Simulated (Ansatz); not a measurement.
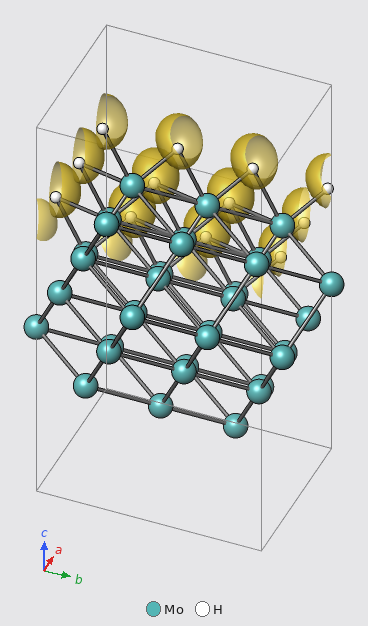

Figure. Mo3H (slab). Isosurface of the ELF at 0.75 (yellow), seen at an oblique angle. Core shells and regions of very low density are left out. Sticks mark near contacts.

Not relaxed (largest force 1.2 eV/Å); computed without spin polarisation.

These are results of DFT r2SCAN, scalar-relativistic, plane waves, PAW in Ansatz, not measurements.

Core electrons are frozen (PAW), and the valence fields are smoothed inside the atomic spheres.

```
Mo H
1.0
     2.72835    0.00000    0.00000
    -0.90945    2.57231    0.00000
     0.00000    0.00000   19.79343
Mo H
3 1
Direct
  0.50000 0.50000 0.20209
  0.00000 0.00000 0.31055
  0.50000 0.50000 0.41900
  0.83333 0.00000 0.47720
```

### Where are the electrons localised?

At this value the surface marks out one region around a hydrogen nucleus, counted in one cell of 4 atoms. Counts are for one cell; the picture repeats the cell along the surface.

Values along the shortest contacts:
Mo–H (1.79 Å): the ELF climbs to about 1 towards the hydrogen. Mo–Mo (2.66 Å): the ELF is about 0.35 at the midpoint.

### Does the calculation make it a metal, or give it a gap?

It is metallic or semimetallic at this level of theory: no gap opens.
